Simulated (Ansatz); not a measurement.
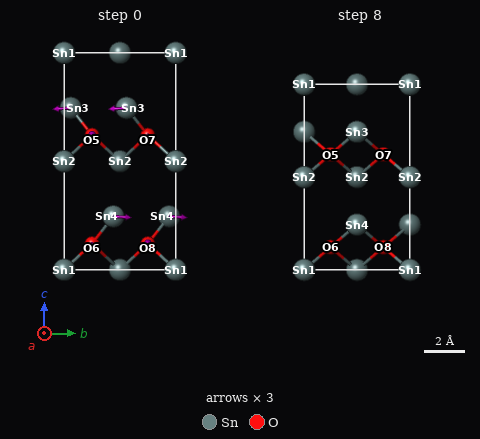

The structure of solid SnO (set up in Cmc2_1) (coarse preliminary run) before (left) and after (right) a relaxation, at one scale. The purple arrows give the displacements (the part carried along by the change of the cell is left out), 3 times their true length.

The picture is a ball-and-stick view of the conventional cell (2 times the calculation's cell), seen along the a axis. Lengths and directions refer to the drawn axes.

These are results of Ansatz, DFT PBE+D3(BJ), scalar-relativistic, plane waves, PAW, not measurements.

Input
```yaml
crystal:
  lattice:
    - [2.5, -2.86, 0.0]
    - [2.5, 2.86, 0.0]
    - [0.0, 0.0, 11.12]
  atoms:
    - { symbol: Sn, position: [0.0, 0.0, 0.0] }
    - { symbol: Sn, position: [0.0, 0.0, 0.5] }
    - { symbol: Sn, position: [0.559, 0.441, 0.254] }
    - { symbol: Sn, position: [0.441, 0.559, 0.754] }
    - { symbol: O, position: [0.93, 0.43, 0.38] }
    - { symbol: O, position: [0.07, 0.57, 0.88] }
    - { symbol: O, position: [0.57, 0.07, 0.38] }
    - { symbol: O, position: [0.43, 0.93, 0.88] }
basis:
  ecutwfc: 420
kpoints:
  mp_grid: { grid: [6, 6, 2] }
hamiltonian:
  xc: pbe
  dispersion: d3bj
scf:
  occupations: { method: gaussian, width: 0.1 }
output:
  forces: true
  stress: true
  eigenvalues: true
relax:
  adjacent_minimum: "off"
  f_tol: 0.05
  max_steps: 80
  cell: { stress_tol: 0.5 }
```

Command:
```bash
ansatz run input.yaml --threads 2 --pin off --max-ram 5120MiB --backend cpu --events-out ev --progress --plain --runs-dir out
```

What changed between the two?

The energy falls by 7.749 eV per cell of the calculation in 6 accepted moves (8 points after the start). Largest force component: 8.7 eV/Å at the start, 0.0018 eV/Å at the end. The pressure goes from 8.48 to 0.01 GPa. The SCF was repeated twice at an unchanged geometry on a basis and grid sized afresh for the cell, which shifted the energy by 6.0 meV per cell of the calculation at most. The largest moves relative to the cell, 0.38 Å, are those of O5, O6, O7 and O8. O8 goes along +a. Largest moves by element: O 0.38 Å, Sn 0.32 Å. The volume changes by −12.2 %, with a 5.000 → 5.418 Å (+8.4 %), b 5.720 → 5.419 Å (−5.3 %), c 11.120 → 9.509 Å (−14.5 %). Some distances before and after: O5–O7 1.800 → 2.709 Å, Sn3–O5 2.765 → 2.240 Å, Sn1–O6 2.527 → 2.241 Å, Sn3–O5 (another image) 1.992 → 2.241 Å. New bonds form, among them: Sn3–O5 (2.77 → 2.24 Å), Sn3–O7 (2.77 → 2.24 Å), Sn4–O6 (2.77 → 2.24 Å), Sn4–O8 (2.77 → 2.24 Å). Bond angles that change, for instance: Sn1–O6–Sn4 127.7° → 105.6°, Sn1–O6–Sn1 108.3° → 117.5°, O5–Sn2–O5 108.3° → 117.5°. The space group (tolerance 0.01 Å) goes from Cmc2_1 (No. 36) to P4/nmm (No. 129).
